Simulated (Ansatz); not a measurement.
Geometry optimisation.

Program: Ansatz.

```
crystal:
  lattice:
    - [3.0990847592, 0.0, 0.0]
    - [-1.5495423796, 2.6838861299, 0.0]
    - [0.0, 0.0, 5.0299786901]
  atoms:
    - { symbol: Ga, position: [0.3333333333, 0.6666666667, 0.25] }
    - { symbol: Ga, position: [0.6666666667, 0.3333333333, 0.75] }
basis:
  ecutwfc: 420
kpoints:
  mp_grid: { grid: [6, 6, 4] }
hamiltonian:
  xc: pbe
scf:
  occupations: { method: gaussian, width: 0.1 }
  lower_state_search: "off"
output:
  forces: true
  stress: true
  eigenvalues: true
relax:
  adjacent_minimum: "off"
  f_tol: 0.04
  max_steps: 70
  cell: { stress_tol: 0.4 }
```

### How does the optimisation go?

The optimisation met its thresholds at geometry 5, counting the start as the first. The energy fell by about 32 meV/atom from the first step to the last. Step 4 went uphill and was rejected by the line search. All forces vanish by symmetry, so only the cell moves. The volume shrinks from 20.9 to 18.9 Å³ per atom (−10 %), overshooting to 18.7 at step 4.

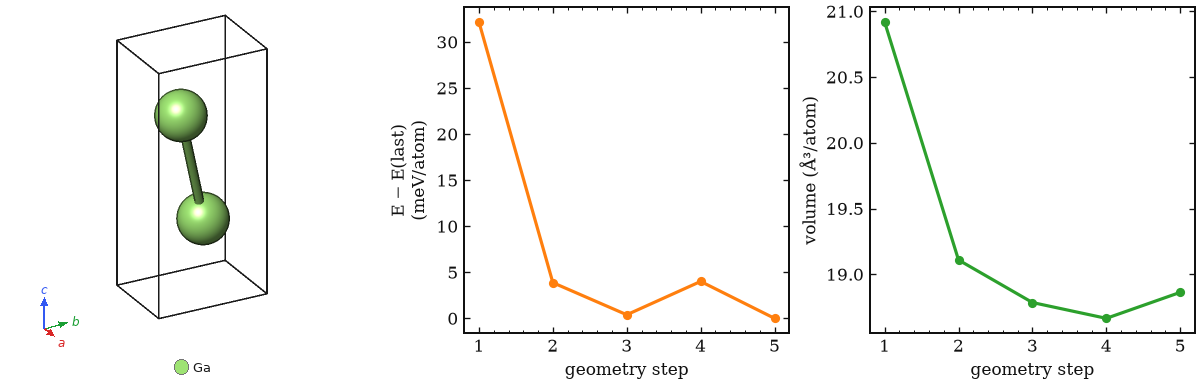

Beside the plot: the structure at the start.

History of the run, step by step. Atoms and cell relax. A closing SCF on a freshly chosen basis isn't drawn.
